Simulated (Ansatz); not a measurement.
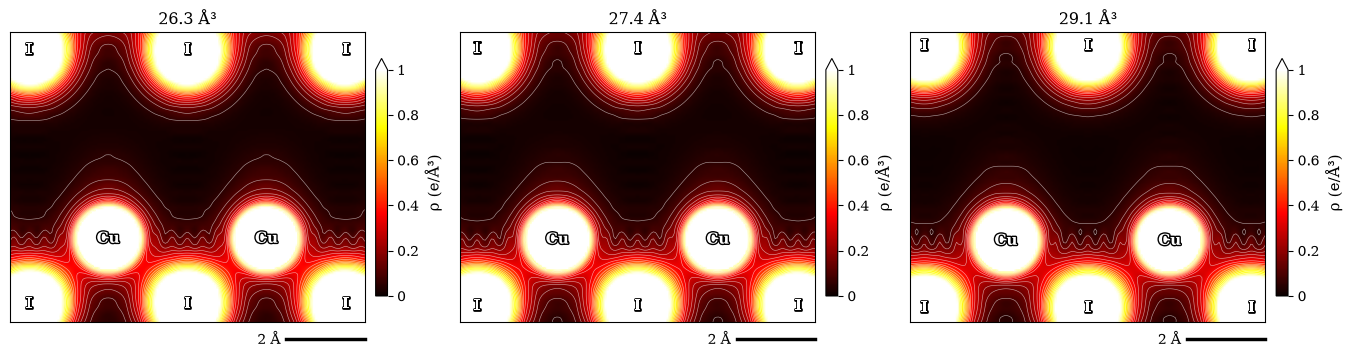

CuI. The valence charge density (pseudo) of cells scaled evenly to different volumes (given per atom above each panel), on the (010) plane of each (indices in the axes of the cell below), at one length scale and on one colour scale.

A structure from a database of computed crystals, not necessarily the ambient phase.

Level of theory: Ansatz, Kohn-Sham DFT of a periodic cell, LDA, Ansatz PAW.

The largest cell:

```
I Cu
1.0
     4.17042    0.00000    0.00000
     0.00000    4.17042    0.00000
     0.00000    0.00000    6.67995
I Cu
2 2
Direct
  0.00000 0.50000 0.74303
  0.50000 0.00000 0.25697
  0.00000 0.00000 0.00000
  0.50000 0.50000 0.00000
```

| volume (Å³/atom) | Cu–I contact in the plane (Å) | ρ at its midpoint (e/Å³) | pressure (GPa) | gap on the mesh (eV) | 
| --- | --- | --- | --- | --- |
| 26.30 | 2.613 | 0.407 | −1.8 | 1.48 | 
| 26.85 | 2.631 | ? | ? | ? | 
| 27.40 | 2.649 | 0.384 | −3.6 | 1.41 | 
| 29.05 | 2.701 | 0.353 | −5.4 | 1.32 | 

> Estimate the missing row, and compare with the calculation.

Over the known rows ln ρ falls by 1.62 per Å of Cu–I distance (a least-squares line), which gives 0.395 e/Å³ at 2.631 Å; the calculation gives 0.395 e/Å³. For the pressure, a straight line in volume between the neighbouring rows gives −2.7 GPa; the calculation gives −2.8. For the gap on the mesh, a straight line in volume between the neighbouring rows gives 1.44 eV; the calculation gives 1.44.
